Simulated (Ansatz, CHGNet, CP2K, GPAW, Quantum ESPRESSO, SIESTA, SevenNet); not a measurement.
# SIESTA runs on random rock-salt (Ni, Cu, Mn, Ca)O solid solution (64 atoms)

Wanted: SIESTA inputs and outputs for random rock-salt (Ni, Cu, Mn, Ca)O solid solution (64 atoms), checked against a plane-wave reference.

Calculated with SIESTA 5.4.2; the method is named at each step.

In doubt: a PseudoDojo file used here is known to give poor structures and forces (steps 2, 3), which bears on pressures, cells, forces and phonons.

**1. Set-up**

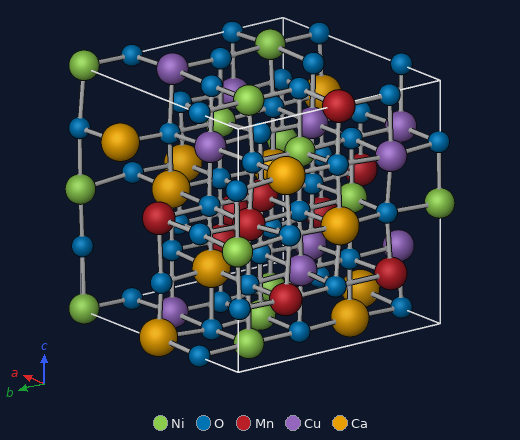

The cell as given, from a free direction (nickel green, oxygen blue, manganese red, copper purple, calcium orange). Some periodic images of atoms are drawn too.

The cell holds 64 atoms: 8 Ni, 32 O, 8 Mn, 8 Cu and 8 Ca. Its edges and angles: a = 8.842 Å, b = 8.842 Å, c = 8.842 Å, α = 90.0°, β = 90.0°, γ = 90.0°. Rock-salt lattice (a = 4.421 Å, the mean of the end members), 2 x 2 x 2 cells, metal sites filled at random with 8 Ni, 8 Cu, 8 Mn, 8 Ca; not relaxed, displaced by a Gaussian of 0.02 Å. Then every atom was moved at random, 0.05 Å r.m.s. a Cartesian component.

The yardstick, on the same geometry:

- method: Kohn-Sham DFT, PBE, SSSP efficiency 1.3.0 pseudopotentials, plane waves (Quantum ESPRESSO 7.5); sssp-pbe-1.3.0-efficiency, cutoffs 60/480 Ry, Γ point
- r.m.s. force component: 1.019 eV/Å
- longest force: 4.731 eV/Å
- pressure: 1.776 GPa
- time: 13 min on 4 MPI ranks of Arm Neoverse V2, shared host
- CPU time: 52 min

**2. PBE, DZP, shift 0.01 Ry, mesh 500 Ry**

Method: Kohn-Sham DFT, PBE, PseudoDojo 0.4.1 norm-conserving pseudopotentials (converted to PSML), numerical atomic orbitals (DZP), diagonalisation.

The .psml files are PseudoDojo norm-conserving potentials that we converted to this format, checked against plane waves on the same files for H, C, O, Si, Ge and Ca alone.

input.fdf reads:

```
SystemLabel cell
NumberOfAtoms 64
NumberOfSpecies 5
%block ChemicalSpeciesLabel
  1 28 Ni
  2 8 O
  3 25 Mn
  4 29 Cu
  5 20 Ca
%endblock ChemicalSpeciesLabel
LatticeConstant 1.0 Ang
%block LatticeVectors
  8.84200 0.00000 0.00000
  0.00000 8.84200 0.00000
  0.00000 0.00000 8.84200
%endblock LatticeVectors
PAO.BasisSize DZP
PAO.EnergyShift 0.01 Ry
XC.Functional GGA
XC.Authors PBE
MeshCutoff 500 Ry
%block kgrid_Monkhorst_Pack
  1 0 0 0.0
  0 1 0 0.0
  0 0 1 0.0
%endblock kgrid_Monkhorst_Pack
SolutionMethod diagon
OccupationFunction FD
ElectronicTemperature 580 K
SCF.Mixer.Method Pulay
SCF.Mixer.Weight 0.05
SCF.Mixer.History 8
SCF.Mix Hamiltonian
MaxSCFIterations 300
SCF.DM.Tolerance 1e-04
SCF.H.Tolerance 1.0e-3 eV
Spin polarized
%block DM.InitSpin
  1 2.0
  3 -4.5
  5 0.7
  9 -2.0
  11 0.7
  13 -0.7
  15 -2.0
  17 4.5
  19 -4.5
  21 0.7
  23 2.0
  29 -2.0
  31 -4.5
  35 0.7
  37 -4.5
  39 2.0
  41 -4.5
  43 -0.7
  49 2.0
  53 4.5
  55 0.7
  57 -4.5
  59 0.7
  61 -2.0
%endblock DM.InitSpin
WriteForces T
Write.HirshfeldPop T
Write.VoronoiPop T
Write.DM F
Write.H F
XML.Write F
AtomicCoordinatesFormat Fractional
%block AtomicCoordinatesAndAtomicSpecies
  0.99313 0.99047 0.00407 1
  0.25146 0.99641 0.00182 2
  0.00329 0.24198 0.25389 3
  0.25375 0.25156 0.25284 2
  0.25469 0.00882 0.25707 4
  0.00199 0.99159 0.25910 2
  0.24902 0.25353 0.01078 5
  0.00005 0.25131 0.99074 2
  0.00142 0.00205 0.49566 1
  0.26284 0.98515 0.49818 2
  0.99648 0.24583 0.73986 4
  0.25160 0.24374 0.74653 2
  0.24349 0.00543 0.74916 4
  0.00378 0.00438 0.74682 2
  0.24610 0.24624 0.50368 1
  0.01437 0.25359 0.50418 2
  0.00724 0.49621 0.99182 3
  0.24867 0.50376 0.00445 2
  0.00554 0.76015 0.25066 3
  0.25519 0.75143 0.24603 2
  0.25339 0.49094 0.25356 4
  0.00228 0.51649 0.25653 2
  0.25843 0.74659 0.00174 1
  0.99289 0.75393 0.99826 2
  0.99921 0.49587 0.50184 5
  0.24803 0.50412 0.50170 2
  0.01758 0.74922 0.75414 5
  0.24449 0.73775 0.74865 2
  0.24293 0.50533 0.74632 1
  0.00164 0.50650 0.75518 2
  0.25504 0.74845 0.49225 3
  0.99818 0.74613 0.51335 2
  0.50270 0.00339 0.01516 5
  0.75090 0.01516 0.00363 2
  0.50216 0.25167 0.24740 4
  0.75349 0.25171 0.25200 2
  0.75051 0.00546 0.26335 3
  0.50094 0.99088 0.23761 2
  0.75456 0.25493 0.00448 1
  0.49604 0.24209 0.99109 2
  0.50249 0.00236 0.50460 3
  0.74713 0.00696 0.50133 2
  0.49499 0.24894 0.74824 4
  0.74416 0.24833 0.74916 2
  0.75005 0.00010 0.75258 5
  0.49682 0.00858 0.74236 2
  0.74713 0.24655 0.49780 5
  0.50032 0.24305 0.49616 2
  0.49945 0.50091 0.00738 1
  0.75031 0.50400 0.99796 2
  0.49694 0.74653 0.24859 5
  0.75441 0.74141 0.25681 2
  0.75975 0.49147 0.24606 3
  0.49787 0.50530 0.26344 2
  0.75041 0.74160 0.00268 4
  0.49849 0.74357 0.99832 2
[... 4 atom lines left out ...]
  0.75074 0.50407 0.73715 1
  0.50882 0.49609 0.75242 2
  0.75742 0.74313 0.50674 5
  0.50132 0.75306 0.50706 2
%endblock AtomicCoordinatesAndAtomicSpecies
```

On the command line:

```
$ OMP_NUM_THREADS=1 mpirun -np 4 siesta < input.fdf > output.txt
```

The log of the run:

```text
Version         : 5.4.2
reinit: System Name:
reinit: System Label: cell
NOTE on units for spin output:
{S} is the spin magnetic moment, in units of the Bohr magneton,
assuming a g-factor for the electron spin of exactly 2.
The spin magnetic moment is then numerically equal to the charge inbalance,
in units of electrons, between the spin-up and -down channels.
initatom: Reading input for the pseudopotentials and atomic orbitals ----------
Species number:   1 Atomic number:   28 Label: Ni
Species number:   2 Atomic number:    8 Label: O
Species number:   3 Atomic number:   25 Label: Mn
Species number:   4 Atomic number:   29 Label: Cu
Species number:   5 Atomic number:   20 Label: Ca
Ground state valence configuration (from tables):   4s02  4p00  3d08  4f00
Ground state valence configuration (from tables):   2s02  2p04  3d00  4f00
Ground state valence configuration (from tables):   4s02  4p00  3d05  4f00
Ground state valence configuration (from tables):   4s01  4p00  3d10  4f00
Ground state valence configuration (from tables):   4s02  4p00  3d00  4f00
---- Processing specs for species: Ni
GGA--PBE XC_GGA_X_PBE--XC_GGA_C_PBE pb
Semicore shell(s) with  8 electrons included in the valence for Ni
---- Processing specs for species: O
GGA--PBE XC_GGA_X_PBE--XC_GGA_C_PBE pb
---- Processing specs for species: Mn
GGA--PBE XC_GGA_X_PBE--XC_GGA_C_PBE pb
Semicore shell(s) with  8 electrons included in the valence for Mn
---- Processing specs for species: Cu
GGA--PBE XC_GGA_X_PBE--XC_GGA_C_PBE pb
Semicore shell(s) with  8 electrons included in the valence for Cu
---- Processing specs for species: Ca
GGA--PBE XC_GGA_X_PBE--XC_GGA_C_PBE pb
Semicore shell(s) with  8 electrons included in the valence for Ca
Semicore shell(s): 3s 3p
Fallback to non-perturbative polarization scheme for Ni
Please see the manual if this is not desired in principle
Semicore shell(s): 3s 3p
Fallback to non-perturbative polarization scheme for Mn
[... lines left out ...]
Total number of electrons:   688.000000
[... lines left out ...]
stepf: Fermi-Dirac step function
        iscf     Eharris(eV)        E_KS(eV)     FreeEng(eV)     dDmax    Ef(eV) dHmax(eV)
[... lines left out ...]
   scf:    3  -122639.976078  -123656.568136  -123656.743469  1.448548 -1.368559 91.547219
     spin moment: {S} , |S| = {        0.0        0.0  -18.39990 }   -18.39990
   scf:    4  -123699.015223  -124006.792388  -124007.199717  1.259186 -1.815216 66.538218
[...]
scf:   81  -124294.313432  -124294.313497  -124294.612014  0.000058 -4.277466  0.001037
     spin moment: {S} , |S| = {        0.0        0.0  -15.17542 }   -15.17542
   scf:   82  -124294.313416  -124294.313456  -124294.612015  0.000046 -4.277472  0.000894
     spin moment: {S} , |S| = {        0.0        0.0  -15.17565 }   -15.17565
SCF Convergence by DM+H criterion
max |DM_out - DM_in|         :     0.0000457432
max |H_out - H_in|      (eV) :     0.0008935201
SCF cycle converged after 82 iterations
Using DM_out to compute the final energy and forces
siesta: E_KS(eV) =          -124294.3135
siesta: E_KS - E_eggbox =   -124294.3135
siesta: Atomic forces (eV/Ang):
     1    0.401078    0.520642   -0.275590
     2   -2.083981   -1.624015    0.194345
     3    0.517684    0.084771   -0.461431
[...]
63   -1.577181    1.819744   -1.489378
    64   -1.147674    0.013922    0.249190
----------------------------------------
   Tot    0.071326    0.042075    0.036988
----------------------------------------
   Max    6.163062
   Res    1.320559    sqrt( Sum f_i^2 / 3N )
----------------------------------------
   Max    6.163062    constrained
Stress tensor Voigt[x,y,z,yz,xz,xy] (kbar):      -36.90      -41.07      -56.70        3.07        1.61        6.26
(Free)E + p*V (eV/cell)  -124275.2440
Target enthalpy (eV/cell)  -124294.6120
siesta: Program's energy decomposition (eV):
siesta: Ebs     =    -20316.233415
siesta: Eions   =    163291.156722
siesta: Ena     =     14003.541772
siesta: Ekin    =     59551.491444
siesta: Enl     =    -16310.505718
siesta: DEna    =       709.119301
siesta: DUscf   =        52.132698
siesta: Ex      =    -17978.441357
siesta: Ec      =     -1030.494875
siesta: Exc     =    -19008.936232
siesta: Eharris =   -124294.313416
siesta: Etot    =   -124294.313456
siesta: FreeEng =   -124294.612015
siesta: Final energy (eV):
siesta:  Band Struct. =  -20316.233415
siesta:       Kinetic =   59551.491444
siesta:       Hartree =   38462.969418
siesta:         Exch. =  -17978.441357
siesta:         Corr. =   -1030.494875
siesta:   Exch.-corr. =  -19008.936232
siesta:  Ion-electron = -137552.176613
siesta:       Ion-ion =  -65747.661474
siesta:         Total = -124294.313456
siesta:         Fermi =      -4.277472
siesta: Stress tensor (static) (eV/Ang**3):
siesta:    -0.023034    0.003910    0.001004
siesta:     0.003909   -0.025632    0.001918
siesta:     0.001004    0.001918   -0.035387
siesta: Cell volume =        691.276084 Ang**3
siesta: Pressure (static):
siesta:                Solid            Molecule  Units
siesta:           0.00030515         -0.00029852  Ry/Bohr**3
siesta:           0.02801776         -0.02740922  eV/Ang**3
siesta:          44.88940473        -43.91441521  kBar
    Orbital volume contribution        =          28.860749 eV
    (Free)E + p_basis*V_orbitals       =     -124265.751266 eV
    (Free)Eharris+ p_basis*V_orbitals  =     -124265.751225 eV
Hirshfeld Atomic Populations:
Atom #   charge [q] valence [e]      Sz [e]  Species
     1     0.333368   17.666632    1.403668  Ni
     2    -0.363630    6.363630    0.187922  O
     3     0.377228   14.622772   -4.173749  Mn
     4    -0.371152    6.371152   -0.052420  O
     5     0.553460   18.446540    0.204545  Cu
     6    -0.270926    6.270926   -0.073871  O
     7     0.044435    9.955565    0.009235  Ca
[...]
9     0.332726   17.667274   -1.370011  Ni
[...]
11     0.579055   18.420945    0.344935  Cu
[...]
13     0.565875   18.434125    0.309439  Cu
[...]
15     0.292729   17.707271   -1.591232  Ni
[...]
17     0.363071   14.636929    4.323438  Mn
[...]
19     0.372020   14.627980   -4.179090  Mn
[...]
25     0.152284    9.847716   -0.039095  Ca
[...]
27     0.127670    9.872330   -0.001354  Ca
[...]
-------------------------------------------
 Total    -0.000036              -15.175648
Voronoi Atomic Populations:
Atom #   charge [q] valence [e]      Sz [e]  Species
[...]
49     0.425696   17.574304    1.485573  Ni
[...]
51     0.202449    9.797551   -0.002613  Ca
[...]
53     0.480391   14.519609    4.157562  Mn
[...]
55     0.654995   18.345005   -0.129149  Cu
[...]
57     0.498763   14.501237   -4.260131  Mn
[...]
59     0.655836   18.344164    0.363140  Cu
[...]
61     0.465284   17.534716   -1.507672  Ni
    62    -0.451781    6.451781    0.005376  O
    63     0.249229    9.750771   -0.002246  Ca
    64    -0.411007    6.411007   -0.091725  O
-------------------------------------------
 Total    -0.000035              -15.175648
```

The job ended after 6.1 min (4 MPI ranks of Arm Neoverse V2, shared host; peak memory 2 GiB).

Banners, paths, timers and routine set-up lines are dropped from the logs unmarked, and long logs keep their key lines alone; longer cuts are marked.

Against the reference:

- r.m.s. force component: 1.321 eV/Å
- r.m.s. difference of force components: 368.2 meV/Å
- longest difference of force vectors: 2190 meV/Å
- force difference over r.m.s. force: 36.14 %
- slope of forces against the reference's: 1.275
- correlation of force components: 0.9835
- pressure: 4.489 GPa
- pressure difference: 2.713 GPa

This run lies far from the reference in forces at the same functional. Basis and potentials both differ; the latter hold 688 valence electrons against the reference's 624.

Length of the force difference by element (eV/Å):

| element | atoms | mean | most |
| --- | --- | --- | --- |
| Ca | 8 | 1.0 | 2.2 |
| Cu | 8 | 0.25 | 0.42 |
| Mn | 8 | 0.36 | 0.56 |
| Ni | 8 | 0.36 | 0.71 |
| O | 32 | 0.49 | 1.8 |

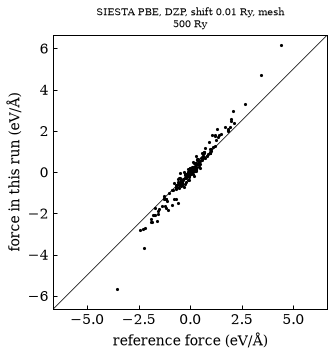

Force components against those of the reference; the line marks equality.

Local excerpt of 9 atoms (numbers count through the whole input) about O10, picked at random; x, y, z are measured from there.

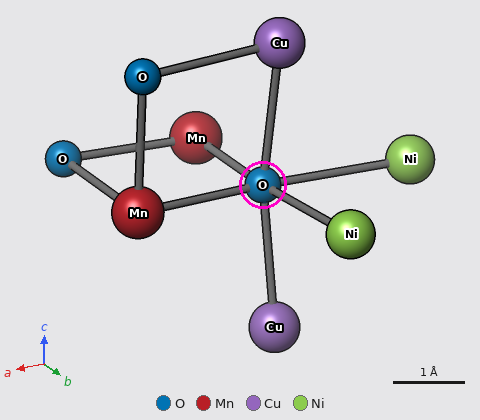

The atoms of the table, within 3.0 Å (arrows a, b, c point along x, y, z); some may hide others; the central atom is ringed.

| atom | x | y | z | distance (Å) | bonds | Hirshfeld charge (e) | Fx | Fy | Fz (eV/Å) |
| --- | --- | --- | --- | --- | --- | --- | --- | --- | --- |
| O10 | 0.00 | 0.00 | 0.00 | 0.00 | 6 | -0.33 | -0.38 | 0.60 | -0.14 |
| Mn31 | -0.07 | -2.09 | -0.05 | 2.09 | 6 | 0.36 | -0.61 | 0.26 | 0.77 |
| Mn41 | 2.12 | 0.15 | 0.06 | 2.13 | 6 | 0.38 | -1.31 | 0.25 | 0.05 |
| Cu5 | -0.07 | 0.21 | -2.13 | 2.14 | 6 | 0.55 | 0.04 | -0.58 | -0.28 |
| Cu13 | -0.17 | 0.18 | 2.22 | 2.23 | 6 | 0.57 | 0.41 | -0.23 | 0.13 |
| Ni15 | -0.15 | 2.31 | 0.05 | 2.31 | 6 | 0.29 | 0.85 | -0.11 | 0.11 |
| Ni9 | -2.31 | 0.15 | -0.02 | 2.32 | 6 | 0.33 | 0.79 | -0.16 | 0.78 |
| O64 | 2.11 | -2.05 | 0.08 | 2.94 | 6 | -0.33 | -1.15 | 0.01 | 0.25 |
| O46 | 2.07 | 0.21 | 2.16 | 3.00 | 6 | -0.37 | -1.29 | -0.13 | -0.52 |

Forces lie 36 % from the reference's, at 0.46 times its CPU time; the SCF took 82 steps, which the time reflects.

**3. PBE, SZ, shift 0.01 Ry, mesh 500 Ry**

Method: Kohn-Sham DFT, PBE, PseudoDojo 0.4.1 norm-conserving pseudopotentials (converted to PSML), numerical atomic orbitals (SZ), diagonalisation.

Changes to input.fdf since step 2:

```diff
@@ -16,3 +16,3 @@
 %endblock LatticeVectors
-PAO.BasisSize DZP
+PAO.BasisSize SZ
 PAO.EnergyShift 0.01 Ry
```

On the command line:

```
$ OMP_NUM_THREADS=1 siesta < input.fdf > output.txt
```

The log of the run:

```text
Version         : 5.4.2
reinit: System Name:
reinit: System Label: cell
NOTE on units for spin output:
{S} is the spin magnetic moment, in units of the Bohr magneton,
assuming a g-factor for the electron spin of exactly 2.
The spin magnetic moment is then numerically equal to the charge inbalance,
in units of electrons, between the spin-up and -down channels.
initatom: Reading input for the pseudopotentials and atomic orbitals ----------
Species number:   1 Atomic number:   28 Label: Ni
Species number:   2 Atomic number:    8 Label: O
Species number:   3 Atomic number:   25 Label: Mn
Species number:   4 Atomic number:   29 Label: Cu
Species number:   5 Atomic number:   20 Label: Ca
Ground state valence configuration (from tables):   4s02  4p00  3d08  4f00
[... lines left out ...]
SCF Convergence by DM+H criterion
[... lines left out ...]
SCF cycle converged after 77 iterations
[... lines left out ...]
   Max    6.704299
[... lines left out ...]
   Max    6.704299    constrained
Stress tensor Voigt[x,y,z,yz,xz,xy] (kbar):       39.28       32.76        4.35        3.29        0.48        8.66
[... lines left out ...]
siesta: FreeEng =   -124121.151916
[... lines left out ...]
siesta:         Fermi =      -1.032353
[... lines left out ...]
siesta:         -25.46491634       -119.95164126  kBar
[... lines left out ...]
    (Free)E + p_basis*V_orbitals       =     -124107.334056 eV
    (Free)Eharris+ p_basis*V_orbitals  =     -124107.334048 eV
Hirshfeld Atomic Populations:
Atom #   charge [q] valence [e]      Sz [e]  Species
     1     0.457764   17.542236    1.167648  Ni
     2    -0.500375    6.500375    0.075595  O
     3     0.450796   14.549204   -3.875077  Mn
     4    -0.505622    6.505622   -0.071688  O
     5     0.561895   18.438105    0.015227  Cu
     6    -0.401516    6.401516   -0.080585  O
     7     0.388818    9.611182    0.013882  Ca
[...]
9     0.437564   17.562436   -1.104384  Ni
[...]
11     0.577125   18.422875    0.117745  Cu
[...]
13     0.573792   18.426208    0.019866  Cu
[...]
15     0.439785   17.560215   -1.387024  Ni
[...]
17     0.486948   14.513052    4.063500  Mn
[...]
19     0.480651   14.519349   -3.945012  Mn
[...]
25     0.474975    9.525025   -0.039101  Ca
[...]
27     0.456781    9.543219   -0.004627  Ca
[...]
-------------------------------------------
 Total    -0.000029              -14.330412
Voronoi Atomic Populations:
Atom #   charge [q] valence [e]      Sz [e]  Species
[...]
49     0.460552   17.539448    1.271061  Ni
[...]
51     0.301154    9.698846   -0.010038  Ca
[...]
53     0.398343   14.601657    3.911637  Mn
[...]
55     0.608016   18.391984   -0.015617  Cu
[...]
57     0.432528   14.567472   -4.038401  Mn
[...]
59     0.592362   18.407638    0.007758  Cu
[...]
61     0.462363   17.537637   -1.192924  Ni
    62    -0.422284    6.422284    0.003019  O
    63     0.353908    9.646092   -0.010116  Ca
    64    -0.406239    6.406239   -0.146565  O
-------------------------------------------
 Total    -0.000029              -14.330412
```

Elapsed: 5.5 min, on 1 thread; peak memory 0.65 GiB.

Compared with the plane-wave run:

| Property | Result |
| --- | --- |
| r.m.s. force component | 1.497 eV/Å |
| r.m.s. difference of force components | 549.5 meV/Å |
| longest difference of force vectors | 2465 meV/Å |
| force difference over r.m.s. force | 53.93 % |
| slope of forces against the reference's | 1.435 |
| correlation of force components | 0.9761 |
| pressure | -2.546 GPa |
| pressure difference | -4.323 GPa |

This is a coarse setting, run to see what it loses.

Against the first run (36 %), the force difference from the reference is 54 %, at 0.22 times the CPU time (on 1 against 4 cores), with 408 basis functions against 944: the smaller basis costs accuracy.

**4. The ladder**

Differences are against the plane-wave reference, forces as r.m.s. over components; share is that over the reference's r.m.s. force, slope the least-squares factor from reference forces to these. Total energies of different programs have different zeros and aren't compared.

| run | Δ force, r.m.s. (meV/Å) | share (%) | slope | Δ pressure (GPa) | cores | CPU time | memory (GiB) |
| --- | --- | --- | --- | --- | --- | --- | --- |
| reference | - | - | - | - | 4 | 52 min | 2.5 |
| SIESTA PBE, DZP, shift 0.01 Ry, mesh 500 Ry | 368 | 36.1 | 1.275 | 2.71 | 4 | 24 min | 2.0 |
| SIESTA PBE, SZ, shift 0.01 Ry, mesh 500 Ry (coarse) | 549 | 53.9 | 1.435 | -4.32 | 1 | 5.5 min | 0.65 |

Rows marked coarse were listed beforehand as settings not expected to be converged; some can still land near the reference.

CPU time is summed over cores on a shared host, where runs went side by side, so it is rough. Symmetry, cutoffs, thresholds, outputs and thread counts weren't matched or tuned between programs; memory under MPI is the largest rank's times the ranks.

**5. Outcome**

| Quantity | Value |
| --- | --- |
| nearest in forces | SIESTA PBE, DZP, shift 0.01 Ry, mesh 500 Ry, 36 % |
| its CPU time | 24 min |

In words: The PBE run in local orbitals, coarse settings apart, differs by 36 % (SIESTA PBE, DZP, shift 0.01 Ry, mesh 500 Ry); basis, grid and potentials can all enter. SIESTA PBE, DZP, shift 0.01 Ry, mesh 500 Ry needed 82 SCF steps, so its time overstates the method's usual cost. Runs with settings chosen to be coarse differ by 54 % (SIESTA PBE, SZ, shift 0.01 Ry, mesh 500 Ry), their programs' other errors included. Of the electronic-structure runs that take under half the reference's CPU time, SIESTA PBE, DZP, shift 0.01 Ry, mesh 500 Ry comes nearest, at 36 % in 24 min against 52 min; its pressure misses by +2.7 GPa. SIESTA PBE, SZ, shift 0.01 Ry, mesh 500 Ry stiffens the forces by a factor of 1.43 while following their directions (correlation 0.976); the slopes of the 2 SIESTA runs lie between 1.27 and 1.43. In pressure, SIESTA PBE, SZ, shift 0.01 Ry, mesh 500 Ry misses by -4.3 GPa, at the same functional. The potentials hold different valence shells: 624 electrons in the reference, 688 in SIESTA; this bears on time and differences. The reference's pressure holds the uncorrected Pulay stress of its 60 Ry basis, so small pressure differences, and their order, may be the reference's own error. A potential file of the SIESTA runs is in doubt, which bears on their forces and pressure. The host structure and its lattice constant were typed by rule, without a check against the phase diagram. The reference's pressure of 1.8 GPa belongs to a cell and atoms that aren't relaxed at this level. The electronic-structure runs sample only Γ, in a cell whose shortest periodic width is 9 Å, which is coarse for a cell with partly filled levels.

[Also dropped from logs without a mark: logging warnings of Python, and SIESTA's first energy breakdown and zero terms.]

[Logs are printed without paths, hosts, clocks, repeated set-up lines and the standing remarks that a program may print on its own settings, such as how far it seeks lower states.]

[Hosts, paths, dates, database ids (printed as entryN), source tags and the programs' standing remarks are cut or masked in the printed files.]
